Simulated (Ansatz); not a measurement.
Cell and atoms:

```yaml
crystal:
  lattice:
    - [7.95945, 0.00000, 0.00000]
    - [0.00000, 7.95945, 0.00000]
    - [0.00000, 0.00000, 7.95945]
  atoms:
    - { symbol: Ti, position: [0.75000, 0.75000, 0.25000] }
    - { symbol: Ti, position: [0.25000, 0.25000, 0.25000] }
    - { symbol: Ti, position: [0.25000, 0.75000, 0.75000] }
    - { symbol: Ti, position: [0.25000, 0.75000, 0.25000] }
    - { symbol: Al, position: [0.50000, 0.50000, 0.24965] }
    - { symbol: Al, position: [0.50000, 0.50000, 0.75035] }
    - { symbol: Al, position: [0.00000, 0.50000, 0.75000] }
    - { symbol: Al, position: [0.00000, 0.50000, 0.25000] }
    - { symbol: Al, position: [0.50000, 0.24965, 0.50000] }
    - { symbol: Al, position: [0.50000, 0.25000, 0.00000] }
    - { symbol: Al, position: [0.50000, 0.75035, 0.50000] }
    - { symbol: Al, position: [0.00000, 0.25000, 0.50000] }
    - { symbol: Al, position: [0.24965, 0.50000, 0.50000] }
    - { symbol: Al, position: [0.25000, 0.50000, 0.00000] }
    - { symbol: Al, position: [0.75000, 0.50000, 0.00000] }
    - { symbol: Al, position: [0.75035, 0.50000, 0.50000] }
    - { symbol: H, position: [0.50000, 0.50000, 0.50000] }
    - { symbol: Ti, position: [0.25000, 0.25000, 0.75000] }
    - { symbol: Ti, position: [0.75000, 0.75000, 0.75000] }
    - { symbol: Ti, position: [0.75000, 0.25000, 0.25000] }
    - { symbol: Ti, position: [0.75000, 0.25000, 0.75000] }
    - { symbol: Al, position: [0.00000, 0.00000, 0.74965] }
    - { symbol: Al, position: [0.00000, 0.00000, 0.25035] }
    - { symbol: Al, position: [0.50000, 0.00000, 0.25000] }
    - { symbol: Al, position: [0.50000, 0.00000, 0.75000] }
    - { symbol: Al, position: [0.00000, 0.74965, 0.00000] }
    - { symbol: Al, position: [0.00000, 0.75000, 0.50000] }
    - { symbol: Al, position: [0.00000, 0.25035, 0.00000] }
    - { symbol: Al, position: [0.50000, 0.75000, 0.00000] }
    - { symbol: Al, position: [0.74965, 0.00000, 0.00000] }
    - { symbol: Al, position: [0.75000, 0.00000, 0.50000] }
    - { symbol: Al, position: [0.25000, 0.00000, 0.50000] }
    - { symbol: Al, position: [0.25035, 0.00000, 0.00000] }
    - { symbol: H, position: [0.00000, 0.00000, 0.00000] }
```

### Summarise the structure in words.

The stoichiometry is Ti4Al12H. Its lattice is body-centred cubic, its space group Im-3m (No. 229). It has 34 atoms to the cell (8 Ti, 24 Al, 2 H). The neighbours of Ti are twelve Al in a cuboctahedral arrangement at 2.81 Å. The H atoms are each bonded to six Al in an octahedral arrangement at 1.99 Å. The bonds build a three-dimensional framework.

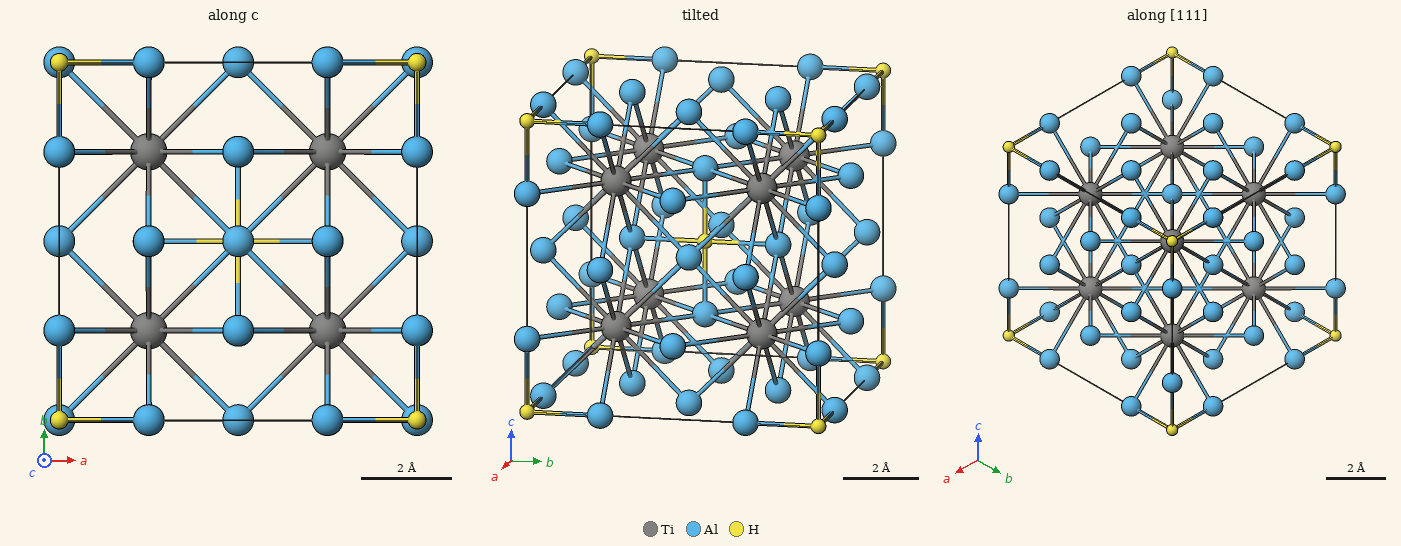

Ball-and-stick drawing of the structure, looking along the c axis, slightly off an axis and along [111]. Atoms at the boundary of the conventional unit cell (the box) are drawn once for each face, edge or corner they touch.

Its origin is a structure listed in the Materials Project, repeated into a supercell with a point defect put in. The cell was then strained or its atoms displaced on purpose. It was set up as input for a calculation with Ansatz.
